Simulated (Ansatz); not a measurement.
System: MgI₂, space group P-3m1 (No. 164).

Structure:
```
CELL_PARAMETERS angstrom
4.15370 0.00000 0.00000
-2.07685 3.59721 0.00000
0.00000 0.00000 6.86200
ATOMIC_POSITIONS crystal
Mg 0.00000 0.00000 0.00000
I 0.33333 0.66667 0.75763
I 0.66667 0.33333 0.24237
```

Method: deformation of a crystal at fixed volume, lengths along the axis scaled against those across it, fractional coordinates fixed, by plane-wave density functional theory with PAW datasets, free energies less that of the undisturbed cell, pressure positive in compression; scalar-relativistic (Ansatz 0.2.0). Level: PBE, no spin polarisation.

```tsv
setting	value
wave cutoff	420 eV
k mesh	6×6×4
occupations	Gaussian
smearing width	0.05 eV
k shift	(0, 0, 0) (mesh steps)
start	as given
path	axial
axis direction	(0, 0, 1) (Cartesian unit vector)
```

Predict the energy change and pressure against relative axial ratio. The relative axial ratio takes the values 0.80, 0.85, 0.92, 0.96, 1.00, 1.05, 1.10, 1.20, 1.30.

The energy change is 93 meV/atom at relative axial ratio 0.80 and 178 meV/atom at 1.30; the lowest computed point is at relative axial ratio 1.00 (0 meV/atom), in a single well. The pressure rises from 1.163 GPa at relative axial ratio 0.80 to 2.119 GPa at 1.30.

```tsv
axial ratio relative to the start	energy change (meV/atom)	pressure (GPa)
0.80	93	1.163
0.85	54	1.195
0.92	17	1.220
0.96	5	1.239
1.00	0	1.269
1.05	4	1.327
1.10	18	1.414
1.20	78	1.688
1.30	178	2.119
```

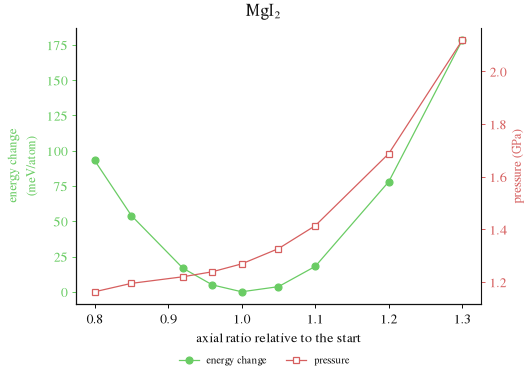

Note: reference crystal is not relaxed; shape and atomic fractions are frozen while scaling, which makes layered, chain and framework solids too stiff.
